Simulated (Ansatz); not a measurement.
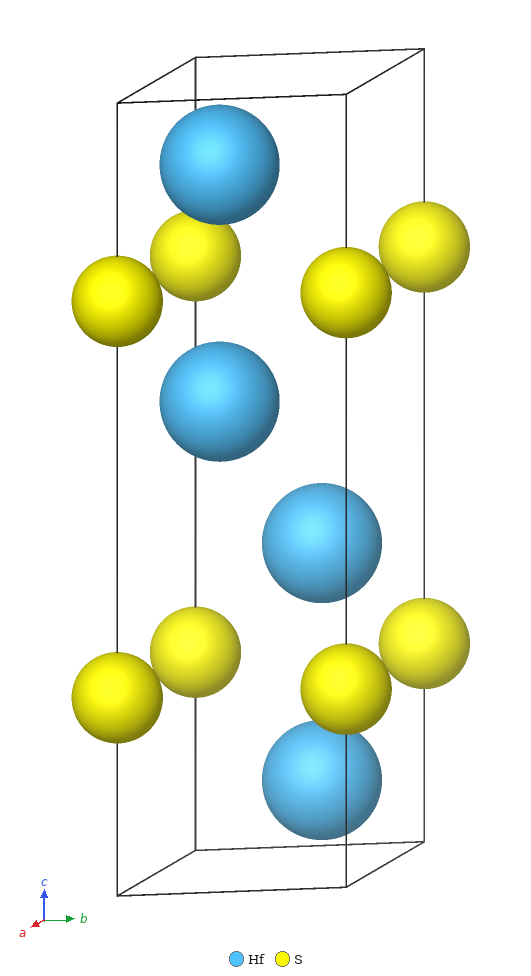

We look at a spheres-only model of the crystal slightly off an axis. Atoms at the boundary of the simulation cell (the box) are drawn once for each face, edge or corner they touch.

Input deck:
```yaml
crystal:
  lattice:
    - [3.3881782364, 0.0, 0.0]
    - [-1.6940891182, 2.9342484253, 0.0]
    - [0.0, 0.0, 11.805041163]
  atoms:
    - { symbol: Hf, position: [0.6666666667, 0.3333333333, 0.8993957667] }
    - { symbol: Hf, position: [0.3333333333, 0.6666666667, 0.3993957667] }
    - { symbol: Hf, position: [0.6666666667, 0.3333333333, 0.6006042333] }
    - { symbol: Hf, position: [0.3333333333, 0.6666666667, 0.1006042333] }
    - { symbol: S, position: [0.0, 0.0, 0.75] }
    - { symbol: S, position: [0.0, 0.0, 0.25] }
basis:
  ecutwfc: 420
kpoints:
  mp_grid: { grid: [12, 12, 4] }
  band_path:
    path:
      - [[0.0, 0.0, 0.0], [0.5, 0.0, 0.0], [0.33333333, 0.33333333, 0.0], [0.0, 0.0, 0.0], [0.0, 0.0, 0.5], [0.5, 0.0, 0.5], [0.33333333, 0.33333333, 0.5], [0.0, 0.0, 0.5]]
      - [[0.5, 0.0, 0.5], [0.5, 0.0, 0.0]]
      - [[0.33333333, 0.33333333, 0.5], [0.33333333, 0.33333333, 0.0]]
    npoints: 14
hamiltonian:
  xc: lda
scf:
  occupations: { method: gaussian, width: 0.1 }
  n_extra_bands: 15
output:
  forces: true
  stress: true
  eigenvalues: true
  populations: true
  dos: { projected: true, de: 0.02, nscf_kmesh: { grid: [18, 18, 6] } }
  bader: true
  write_density: true
  write_potential: true
  elf: true
  volumetric_format: npy
```
Run as:
```sh
ansatz run input.yaml --threads 1 --pin off --max-ram 2560MiB --backend cpu --events-out ev --progress --plain --runs-dir out
```

Calculation details: DFT LDA, scalar-relativistic, plane waves, PAW (Ansatz); a 420 eV plane-wave basis, k-grid 12×12×4, Gaussian smearing of 0.1 eV, no spin polarisation.

Predict the Bader charges.

Answer. Hf +0.66 e; S -1.31 e.

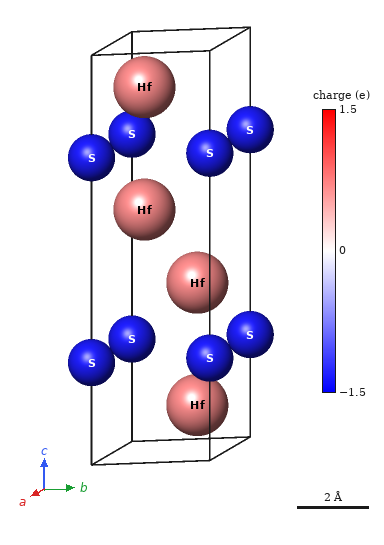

The atoms coloured by those charges.

It goes back to a structure listed in the Materials Project. Earlier steps of the study may have refined or changed the cell and positions. It went into a calculation with Ansatz.

At this level of theory the cell isn't at rest (stretched, at -8 GPa), so its distances can differ from those at equilibrium, the more so the softer the solid.
